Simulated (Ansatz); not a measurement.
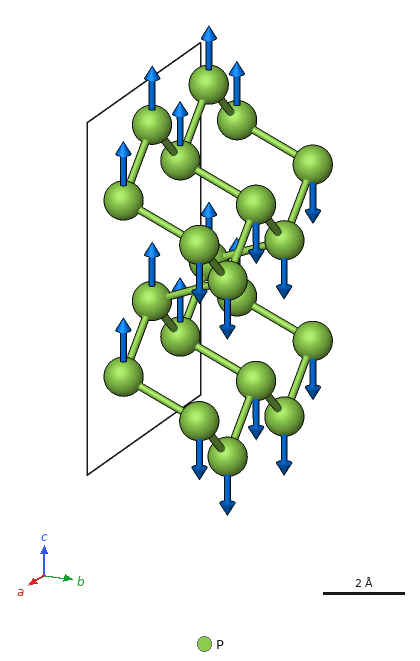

Normal modes of crystalline P, at the zone centre. The optical levels lie at 150, 199, 238, 355, 442, 444, 451, 481 (×2) cm⁻¹. One mode is drawn. The blue arrows give the relative displacements of the atoms. The picture is a ball-and-stick view of the 2 × 2 repeat of the cell, outlined in the plane, without the vacuum, seen from a free direction.

These are results of DFT r2SCAN, scalar-relativistic, plane waves, PAW in Ansatz, not measurements. Settings: plane-wave cutoff 500 eV; k-point mesh 8 × 1 × 6; occupations gaussian; smearing width 0.05 eV; no spin polarisation.

Frequencies are those without the non-analytic (LO–TO) term.

### Which of these frequencies is the drawn mode's?

The level at 238 cm⁻¹. This is the B₃g mode, optical level 3 of 8, counted from below, Raman-active by symmetry. All motion is along c of the drawn cell; atoms of one kind move against one another, with no net shift of their sublattice.

Limits of the set-up: layers or molecules are held without a dispersion correction, so their spacing is unreliable.
